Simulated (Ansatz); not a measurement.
# Geometry relaxation, with input and output: V₄N (part 2 of 2)

Continued. System: V₄N (slab, 5 atoms in the cell). Method: DFT PBEsol, scalar-relativistic, plane waves, PAW, no spin polarisation (Ansatz 0.2.0); cutoff 420 eV, 12×12×1 k-mesh, Gaussian smearing of 0.1 eV. The structure derives from an entry of the Crystallography Open Database. The input holds or restrains some coordinates. Forces given for the steps count only the free coordinates. It belongs to a series of runs on one base structure; here: N put at a top V site.

Geometry of the input (Å; fractional positions):
```
2.5624  0.0000  0.0000
-0.8541  2.4159  0.0000
0.0000  0.0000  25.2767
V  0.5000  0.5000  0.3363
V  0.0000  0.0000  0.4191
V  0.5000  0.5000  0.5010
V  0.0000  0.0000  0.5791
N  0.0000  0.0000  0.6678
```

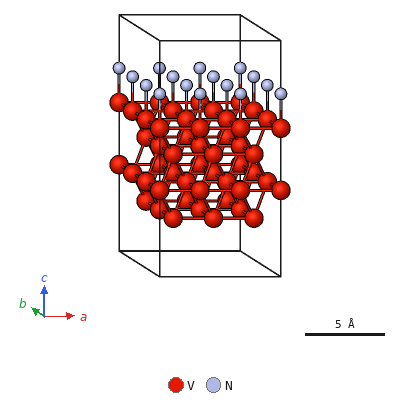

The starting structure (ball-and-stick view of the 3 × 3 repeat of the cell, with the vacuum cut short, seen slightly off an axis). An atom can appear more than once, as a periodic image.

**Output, continued**
```
SCF iter   1: F=—  HF=-11916.415540 eV  |F-HF|=—  |Δ(HF+E_count)|=         —  Δρ=5.07e-2  dr2=2.75e1  ethr=3.10e-3  p=-0.101 e·Å  D=-1.16e-1 V/Å  ΔV_dip=2.94 eV  dr2_dipole=7.75e0  V_vac-E_F(+/−)=7.81/4.87 eV  ⟨swp⟩=5.7  Hψ=4892  notcnv=0  defer=14
efield: sawtooth ramp at fractional position 0.9520 (handed on by an earlier solve), width 0.1000; the density the first Hamiltonian is built on has a dipole p = -0.101 e·Å; the dipole correction subtracts the counter field D = -1.16e-1 V/Å, which shifts the + side's vacuum level by +2.94 eV against the − side's; the planar-averaged density in the ramp window peaks in size at 6.9e-6 e/Å³
preconditioner: auto → LDOS  [metal: Δε(μ)=0.002 eV  Ē_g=3.897 eV  σ=0.100 eV  W_gap=0.01  n_scr=18 (ndim 8)  ℏωp=14.8 eV  f_vac=0.562  D(μ)=7.37/eV (n_scr^D=66)  β→1.0]
SCF iter   2: F=—  HF=-11916.002276 eV  |F-HF|=—  |Δ(HF+E_count)|=   4.13e-1  Δρ=3.14e-2  dr2=2.09e0  ethr=3.10e-3  p=-0.112 e·Å  D=-1.30e-1 V/Å  ΔV_dip=3.28 eV  dr2_dipole=3.79e-2  V_vac-E_F(+/−)=8.20/4.92 eV  ⟨swp⟩=2.3  Hψ=2652  notcnv=0  defer=45
SCF iter   3: F=—  HF=-11915.735203 eV  |F-HF|=—  |Δ(HF+E_count)|=   2.67e-1  Δρ=5.86e-3  dr2=7.89e-2  ethr=3.10e-3  p=-0.101 e·Å  D=-1.17e-1 V/Å  ΔV_dip=2.95 eV  dr2_dipole=1.33e-2  V_vac-E_F(+/−)=7.89/4.93 eV  ⟨swp⟩=2.0  Hψ=2419  notcnv=0  defer=37
SCF iter   4: F=—  HF=-11915.742294 eV  |F-HF|=—  |Δ(HF+E_count)|=   7.09e-3  Δρ=2.46e-3  dr2=1.82e-2  ethr=1.38e-4  p=-0.102 e·Å  D=-1.18e-1 V/Å  ΔV_dip=2.99 eV  dr2_dipole=4.39e-5  V_vac-E_F(+/−)=7.94/4.95 eV  ⟨swp⟩=2.4  Hψ=2555  notcnv=0  defer=39
SCF iter   5: F=—  HF=-11915.743313 eV  |F-HF|=—  |Δ(HF+E_count)|=   1.02e-3  Δρ=6.93e-4  dr2=1.05e-3  ethr=3.19e-5  p=-0.103 e·Å  D=-1.19e-1 V/Å  ΔV_dip=3.00 eV  dr2_dipole=3.75e-5  V_vac-E_F(+/−)=7.95/4.95 eV  ⟨swp⟩=2.0  Hψ=1917  notcnv=0  defer=39
SCF iter   6: F=—  HF=-11915.743610 eV  |F-HF|=—  |Δ(HF+E_count)|=   2.97e-4  Δρ=1.95e-4  dr2=6.63e-5  ethr=1.85e-6  p=-0.103 e·Å  D=-1.19e-1 V/Å  ΔV_dip=3.01 eV  dr2_dipole=5.89e-7  V_vac-E_F(+/−)=7.95/4.94 eV  ⟨swp⟩=2.2  Hψ=2190  notcnv=0  defer=39
SCF iter   7: F=-11915.743623 eV  HF=-11915.743638 eV  |F-HF|=1.55e-5  |Δ(HF+E_count)|=   2.86e-5  Δρ=8.30e-5  dr2=2.05e-5  ethr=1.16e-7  p=-0.103 e·Å  D=-1.19e-1 V/Å  ΔV_dip=3.01 eV  dr2_dipole=4.27e-6  V_vac-E_F(+/−)=7.95/4.94 eV  ⟨swp⟩=12.0  Hψ=6852  notcnv=0
SCF 4 converged in 7 iterations: F = -11915.743623 eV  dr2 = 2.05e-5
relax step   4: F+E_penalty+E_count = -11915.74362284 eV  Δ(F+E_penalty+E_count) = -1.695e-1 eV  max|allowed force component| = 2.302e-1 eV/Å  Δτ_max = 0.1932 Å  (7 SCF iters, dr2 threshold 1.00e-4 eV, accepted)
iter 1 solved again at ethr=2.81e-4 eV; its pass at ethr=3.10e-3 eV (dr2=1.60e-1 eV) is discarded
SCF iter   1: F=—  HF=-11915.751321 eV  |F-HF|=—  |Δ(HF+E_count)|=         —  Δρ=3.64e-3  dr2=1.61e-1  ethr=2.81e-4  p=-0.103 e·Å  D=-1.19e-1 V/Å  ΔV_dip=3.01 eV  dr2_dipole=2.29e-2  V_vac-E_F(+/−)=7.96/4.95 eV  ⟨swp⟩=1.0  Hψ=4211  notcnv=0  defer=39
efield: sawtooth ramp at fractional position 0.9520 (handed on by an earlier solve), width 0.1000; the density the first Hamiltonian is built on has a dipole p = -0.103 e·Å; the dipole correction subtracts the counter field D = -1.19e-1 V/Å, which shifts the + side's vacuum level by +3.01 eV against the − side's; the planar-averaged density in the ramp window peaks in size at 8.7e-6 e/Å³
preconditioner: auto → LDOS  [metal: Δε(μ)=0.002 eV  Ē_g=3.997 eV  σ=0.100 eV  W_gap=0.01  n_scr=18 (ndim 8)  ℏωp=14.8 eV  f_vac=0.560  D(μ)=6.62/eV (n_scr^D=50)  β→1.0]
SCF iter   2: F=—  HF=-11915.748110 eV  |F-HF|=—  |Δ(HF+E_count)|=   3.21e-3  Δρ=1.45e-3  dr2=1.19e-2  ethr=2.81e-4  p=-0.103 e·Å  D=-1.20e-1 V/Å  ΔV_dip=3.02 eV  dr2_dipole=3.10e-3  V_vac-E_F(+/−)=7.97/4.95 eV  ⟨swp⟩=1.5  Hψ=1520  notcnv=0  defer=39
SCF iter   3: F=—  HF=-11915.747022 eV  |F-HF|=—  |Δ(HF+E_count)|=   1.09e-3  Δρ=5.50e-4  dr2=1.26e-3  ethr=2.10e-5  p=-0.103 e·Å  D=-1.20e-1 V/Å  ΔV_dip=3.02 eV  dr2_dipole=3.58e-6  V_vac-E_F(+/−)=7.97/4.95 eV  ⟨swp⟩=3.1  Hψ=2844  notcnv=0  defer=39
SCF iter   4: F=—  HF=-11915.746768 eV  |F-HF|=—  |Δ(HF+E_count)|=   2.54e-4  Δρ=1.79e-4  dr2=1.21e-4  ethr=2.22e-6  p=-0.103 e·Å  D=-1.19e-1 V/Å  ΔV_dip=3.01 eV  dr2_dipole=7.02e-8  V_vac-E_F(+/−)=7.96/4.95 eV  ⟨swp⟩=2.4  Hψ=2145  notcnv=0  defer=39
SCF iter   5: F=—  HF=-11915.746764 eV  |F-HF|=—  |Δ(HF+E_count)|=   3.78e-6  Δρ=3.15e-5  dr2=4.99e-6  ethr=2.13e-7  p=-0.103 e·Å  D=-1.19e-1 V/Å  ΔV_dip=3.01 eV  dr2_dipole=5.59e-8  V_vac-E_F(+/−)=7.96/4.95 eV  ⟨swp⟩=2.1  Hψ=2195  notcnv=0  defer=39
iter 6 did not close the SCF: its close was put off until two iterations running show no level that it waits for move by more than its bar (scf_convergence_deferred on its scf_iter line)
SCF iter   6: F=-11915.746765 eV  HF=-11915.746765 eV  |F-HF|=4.02e-7  |Δ(HF+E_count)|=   8.29e-7  Δρ=1.18e-5  dr2=2.85e-7  ethr=5.81e-9  p=-0.103 e·Å  D=-1.19e-1 V/Å  ΔV_dip=3.01 eV  dr2_dipole=3.17e-10  V_vac-E_F(+/−)=7.96/4.95 eV  ⟨swp⟩=10.7  Hψ=6917  notcnv=0
SCF iter   7: F=-11915.746765 eV  HF=-11915.746765 eV  |F-HF|=6.45e-8  |Δ(HF+E_count)|=   4.88e-7  Δρ=4.62e-6  dr2=6.06e-8  ethr=4.99e-10  p=-0.103 e·Å  D=-1.19e-1 V/Å  ΔV_dip=3.01 eV  dr2_dipole=3.50e-9  V_vac-E_F(+/−)=7.96/4.95 eV  ⟨swp⟩=2.1  Hψ=4644  notcnv=0
SCF 5 converged in 7 iterations: F = -11915.746765 eV  dr2 = 6.06e-8
relax step   5: F+E_penalty+E_count = -11915.74676515 eV  Δ(F+E_penalty+E_count) = -3.142e-3 eV  max|allowed force component| = 3.924e-2 eV/Å  Δτ_max = 0.0252 Å  (7 SCF iters, dr2 threshold 3.31e-6 eV, accepted)
SCF iter   1: F=—  HF=-11915.747175 eV  |F-HF|=—  |Δ(HF+E_count)|=         —  Δρ=1.02e-3  dr2=8.60e-3  ethr=3.66e-4  p=-0.103 e·Å  D=-1.19e-1 V/Å  ΔV_dip=3.01 eV  dr2_dipole=5.56e-4  V_vac-E_F(+/−)=7.97/4.96 eV  ⟨swp⟩=1.6  Hψ=2241  notcnv=0  defer=1
efield: sawtooth ramp at fractional position 0.9520 (handed on by an earlier solve), width 0.1000; the density the first Hamiltonian is built on has a dipole p = -0.103 e·Å; the dipole correction subtracts the counter field D = -1.19e-1 V/Å, which shifts the + side's vacuum level by +3.01 eV against the − side's; the planar-averaged density in the ramp window peaks in size at 7.0e-6 e/Å³
preconditioner: auto → LDOS  [metal: Δε(μ)=0.011 eV  Ē_g=4.002 eV  σ=0.100 eV  W_gap=0.06  n_scr=18 (ndim 8)  ℏωp=14.8 eV  f_vac=0.560  D(μ)=6.57/eV (n_scr^D=50)  β→1.0]
SCF iter   2: F=—  HF=-11915.746998 eV  |F-HF|=—  |Δ(HF+E_count)|=   1.77e-4  Δρ=3.88e-4  dr2=7.91e-4  ethr=1.51e-5  p=-0.103 e·Å  D=-1.19e-1 V/Å  ΔV_dip=3.02 eV  dr2_dipole=2.48e-4  V_vac-E_F(+/−)=7.97/4.95 eV  ⟨swp⟩=1.1  Hψ=1854  notcnv=0
SCF iter   3: F=—  HF=-11915.746951 eV  |F-HF|=—  |Δ(HF+E_count)|=   4.70e-5  Δρ=2.11e-4  dr2=1.84e-4  ethr=1.39e-6  p=-0.103 e·Å  D=-1.19e-1 V/Å  ΔV_dip=3.01 eV  dr2_dipole=8.35e-6  V_vac-E_F(+/−)=7.96/4.95 eV  ⟨swp⟩=3.0  Hψ=2853  notcnv=0
SCF iter   4: F=—  HF=-11915.746923 eV  |F-HF|=—  |Δ(HF+E_count)|=   2.75e-5  Δρ=6.23e-5  dr2=1.29e-5  ethr=3.22e-7  p=-0.103 e·Å  D=-1.19e-1 V/Å  ΔV_dip=3.01 eV  dr2_dipole=1.99e-8  V_vac-E_F(+/−)=7.96/4.95 eV  ⟨swp⟩=2.1  Hψ=2038  notcnv=0
SCF iter   5: F=—  HF=-11915.746881 eV  |F-HF|=—  |Δ(HF+E_count)|=   4.21e-5  Δρ=1.48e-5  dr2=1.03e-6  ethr=2.26e-8  p=-0.103 e·Å  D=-1.19e-1 V/Å  ΔV_dip=3.01 eV  dr2_dipole=2.96e-8  V_vac-E_F(+/−)=7.96/4.95 eV  ⟨swp⟩=2.1  Hψ=2276  notcnv=0
SCF iter   6: F=-11915.746882 eV  HF=-11915.746882 eV  |F-HF|=1.91e-7  |Δ(HF+E_count)|=   5.56e-7  Δρ=3.76e-6  dr2=2.28e-8  ethr=1.75e-10  p=-0.103 e·Å  D=-1.19e-1 V/Å  ΔV_dip=3.01 eV  dr2_dipole=7.61e-11  V_vac-E_F(+/−)=7.96/4.95 eV  ⟨swp⟩=8.4  Hψ=7713  notcnv=0
SCF 6 converged in 6 iterations: F = -11915.746882 eV  dr2 = 2.28e-8
relax step   6: F+E_penalty+E_count = -11915.74688181 eV  Δ(F+E_penalty+E_count) = -1.167e-4 eV  max|allowed force component| = 3.324e-3 eV/Å  Δτ_max = 0.0068 Å  (6 SCF iters, accepted)
```

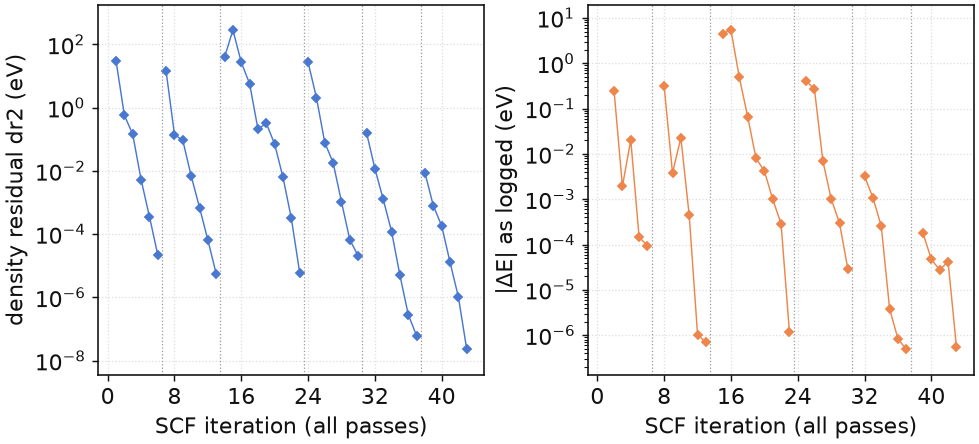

Convergence of the self-consistent field: density residual dr2 and size of the energy change against the SCF iteration. The dotted lines part the SCF passes of the relaxation: geometry steps, rejected trials and re-solves on a re-selected basis. The 6 passes take 6 to 10 iterations each, 43 in all.

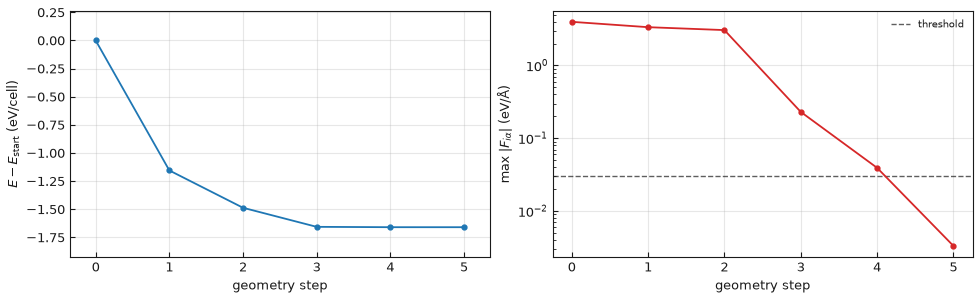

Progress of the restrained relaxation, step by step (the first geometry is step 0 here and step 1 in the log).

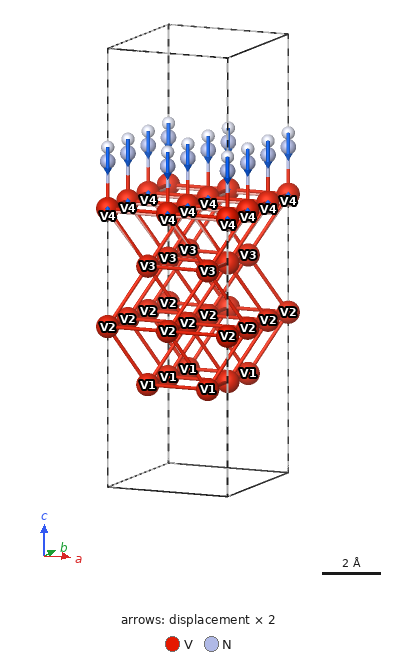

Start (faint) and end (solid) with the displacements as blue arrows, magnified 2 times (ball-and-stick view of the 2 × 3 repeat of the cell, with the vacuum cut short, seen slightly off an axis). The energy falls by 1.659 eV per cell of the calculation in 5 geometry steps. Largest force component: 4 eV/Å at the start, 0.0033 eV/Å at the end. The largest move is that of N5, 0.49 Å. Largest moves by element: N 0.49 Å, V 0.09 Å. The cell doesn't change. Among the contacts that change: V4–N5 2.240 → 1.656 Å, V3–V4 2.467 → 2.549 Å, V2–V3 2.546 → 2.537 Å. (Atoms are counted from 1 in the order of the input.)

```
SCF converged after 6 iterations
Free energy (F): -11915.746882 eV
Harris-Foulkes:  -11915.746882 eV  (|F-HF|=1.91e-7)
Internal energy: -11915.714031 eV  (E = F + TS)
E sigma→0 (E₀):  -11915.730457 eV
Entropy (-TS):   -0.032851 eV (-6.570 meV/atom)
Fermi energy:    2.024923 eV
Dipole field:    D = -0.119111 V/Å  (p = -0.103001 e·Å, saw-weighted, corrected)
Work function:   Φ+ = 7.9636 eV   Φ− = 4.9529 eV
Levels:          The Fermi level and band energies are counted from a zero that moves with the ramp; work functions are not
--- Per-component energies (eV) ---
  E_band       = -1350.040685
  E_kinetic    = 1471.302168
  E_local      = -85965.354261  (includes V_loc(G=0)·N_el)
  E_nonlocal   = -125.173415
  E_hartree    = 42408.118930
  E_xc         = -574.418251
  E_vxc        = -731.375473  (∫ρ·V_xc dr)
  E_paw        = -4469.270817  (= ΣΔE_a)
  E_vpaw       = -811.249527  (= ΣTr[D̂ρ^β])
  E_aug_tail   = 0.001124  (compensation charges beyond the density's cutoff)
  E_efield     = 0.006134  (sawtooth field / dipole correction)
  E_vefield    = -4.416238  (∫n·V_field dr)
  E_ewald      = 35338.447542
  E_core_change = 0.626815  (= ΣΔE_core)
  E_smearing   = -0.032851  (= −TS)
  E_closure    = 0.000000  (closes the sum)
  Σ components = -11915.746882   (vs F -11915.746882, Δ=0.00e0)
--- Forces (eV/Å), atoms counted from 1 ---
  atom   1  V      0.00000000    -0.00000000     0.33207880
  atom   2  V     -0.00000000    -0.00000000    -0.33131180
  atom   3  V     -0.00000000     0.00000000    -0.00156901
  atom   4  V     -0.00000000    -0.00000000    -0.00250993
  atom   5  N      0.00000000     0.00000000     0.00332441
  max |Σ_I F_I| component: 1.25e-5 eV/Å
--- Band table (eV; the first three rows and the last of 43) ---
  k-point 0: bands = ["-61.5528", "-61.4362", "-61.2760", "-61.0984", "-35.8073", "-35.5815", "-35.2135", "-35.1657", "-35.0990", "-34.9587", "-34.9136", "-34.8542", "-34.7876", "-34.7731", "-34.6978", "-34.6124", "-11.5327", "-4.2356", "-2.9781", "-1.6617", "-1.3931", "-0.1665", "0.8401", "1.2403", "1.6623", "1.7871", "1.9902", "2.2363", "2.3024", "2.5717", "2.7380", "2.8600", "3.5278", "4.0014", "4.0593"]
  k-point 1: bands = ["-61.5439", "-61.4266", "-61.2702", "-61.0914", "-35.7897", "-35.5793", "-35.2495", "-35.1876", "-35.0931", "-34.9854", "-34.9351", "-34.8655", "-34.8140", "-34.7955", "-34.7245", "-34.6347", "-11.4432", "-4.0268", "-2.7858", "-1.4703", "-1.2335", "-0.1140", "0.8640", "1.2550", "1.6294", "1.6948", "1.8121", "2.1351", "2.2641", "2.4479", "2.6167", "2.8449", "3.3762", "3.9731", "4.1262"]
  k-point 2: bands = ["-61.5196", "-61.4000", "-61.2545", "-61.0724", "-35.7416", "-35.5796", "-35.3465", "-35.2713", "-35.1136", "-35.0234", "-34.9952", "-34.9392", "-34.8697", "-34.8174", "-34.8124", "-34.6562", "-11.1862", "-3.4390", "-2.2700", "-0.9767", "-0.8412", "0.0269", "0.8373", "0.9500", "1.2712", "1.5030", "1.8107", "1.8375", "1.9538", "2.3245", "2.5563", "2.8483", "3.6227", "3.9321", "4.0633"]
  k-point 42: bands = ["-61.3466", "-61.2216", "-61.0963", "-60.9058", "-35.8598", "-35.7336", "-35.5656", "-35.5329", "-35.5150", "-35.4563", "-35.4377", "-35.3654", "-35.1915", "-35.0845", "-35.0416", "-34.8875", "-9.0221", "-2.2127", "-1.1541", "-1.0022", "-0.8483", "-0.5843", "-0.3092", "0.2378", "0.2438", "1.1949", "1.2812", "1.8228", "2.6250", "3.7620", "3.9080", "4.1419", "4.4201", "5.0526", "5.8859"]
--- Relaxed structure (6 steps of the walk, 6 accepted, 0 SCFs on fresh bases) ---
  F+E_penalty+E_count = -11915.74688181 eV   max|allowed force component| = 3.324e-3 eV/Å
  atoms:
    - { symbol: V, position: [0.49999999999999994, 0.49999999999999994, 0.3362783655] }
    - { symbol: V, position: [0.0, 0.0, 0.4190513481] }
    - { symbol: V, position: [0.49999999999999994, 0.49999999999999994, 0.5006064371038326] }
    - { symbol: V, position: [5.915374210683037e-18, -5.0218249083849e-30, 0.5827374768034367] }
    - { symbol: N, position: [-3.202538501450826e-17, 2.7183213606866336e-29, 0.6482606107870532] }
```

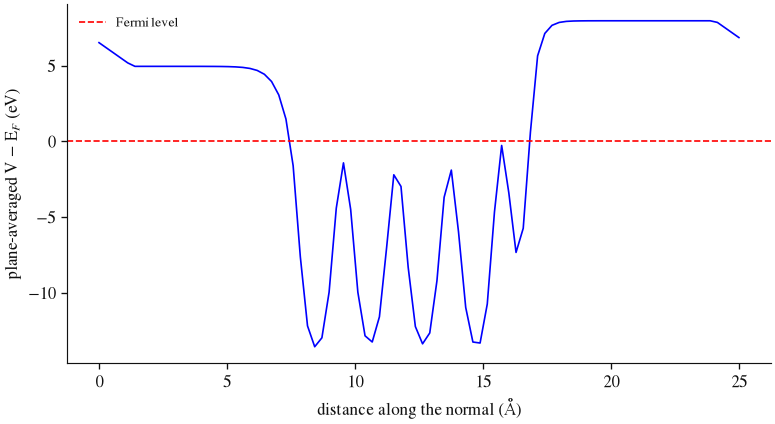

Plane average of the electrostatic potential energy of an electron across the cell, from the Fermi level. The vacuum level lies 7.96 eV above the Fermi level on the upper side and 4.95 eV on the lower.
